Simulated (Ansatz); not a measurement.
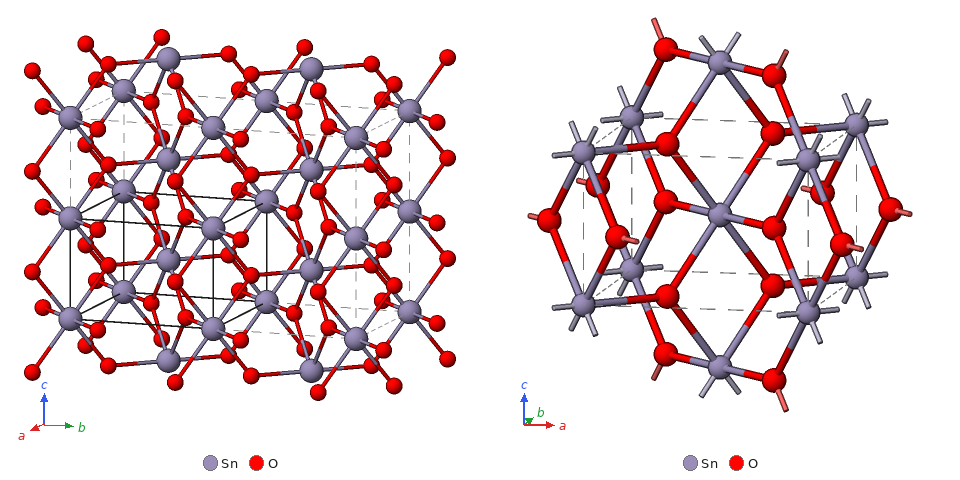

Left: the structure. Right: its underlying net. Nodes are coloured by element. Short stubs are edges that leave the cut-out.

The compound is SnO₂ (space group P4_2/mnm, No. 136), taken as the input geometry of an electronic-structure calculation (not necessarily at equilibrium).

Bonds are taken as O–Sn below 2.4 Å. The graph is simplified in the usual way: terminal and isolated atoms are pruned, two-connected atoms become edges.

The result is a binodal (3,6)-connected, three-periodic net: O is a 3-connected node; Sn is a 6-connected node, in the ratio 2:1. It is the rtl net, known from rutile. It is a single net, without interpenetration.

| node | links | point symbol | coordination sequence |
| --- | --- | --- | --- |
| O | 3 | 4·6² | 3 14 19 62 51 144 |
| Sn | 6 | 4²·6¹⁰·8³ | 6 10 38 34 102 74 |
